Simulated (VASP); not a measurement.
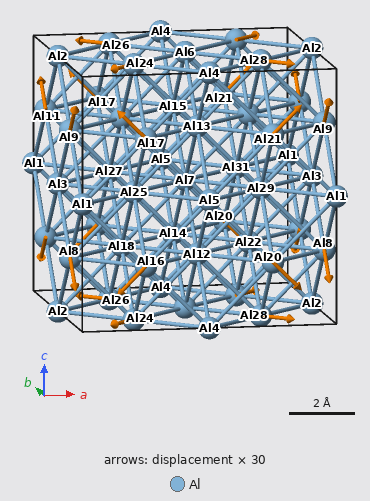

A relaxation of a defect cell of composition Al. The starting structure is drawn; orange arrows show the displacements, 30 times their true length.

A ball-and-stick model of the cell of the calculation, seen slightly off an axis.

The run lets the atoms move in a fixed cell.

These are results of Kohn-Sham DFT of a periodic cell, PBEsol, VASP PAW PBE potentials, recommended in VASP 6.6.1, not measurements.

Input file:
```
SYSTEM = Al
ALGO     = Normal         ! electronic algorithm
EDIFF    = 1E-7           ! SCF threshold, eV
EDIFFG   = -0.02          ! ionic threshold
ENCUT    = 400            ! plane-wave cutoff, eV
GGA      = PS             ! functional
IBRION   = 2              ! ionic algorithm
ISIF     = 2              ! what is computed and relaxed
ISMEAR   = -1             ! smearing method
LASPH    = .TRUE.         ! aspherical terms in the spheres
LCHARG   = .FALSE.        ! write CHGCAR
LREAL    = .FALSE.        ! projectors in reciprocal space
LWAVE    = .FALSE.        ! write WAVECAR
NELM     = 80             ! most SCF steps
NSW      = 60             ! ionic steps
PREC     = Accurate       ! precision mode
SIGMA    = 0.05           ! smearing width, eV
```

Command:
```bash
cat potpaw_PBE.64/Al/POTCAR > POTCAR
mpirun -np 1 vasp_std > vasp.out
```

What happened in the run?

The largest moves, 0.044 Å, are those of Al atoms. The lattice vectors keep their values. Near-neighbour distances that change, for instance: Al–Al 2.857 → 2.813 Å, Al–Al 2.857 → 2.900 Å, Al–Al 2.857 → 2.877 Å. After 4 geometry steps the energy has fallen by 54.7 meV per cell of the calculation. Largest force component: 0.15 eV/Å at the start, 0.0022 eV/Å at the end.

Limits of the set-up: the periodic images lie only 8.1 Å apart, so the values are limited by the cell's size.
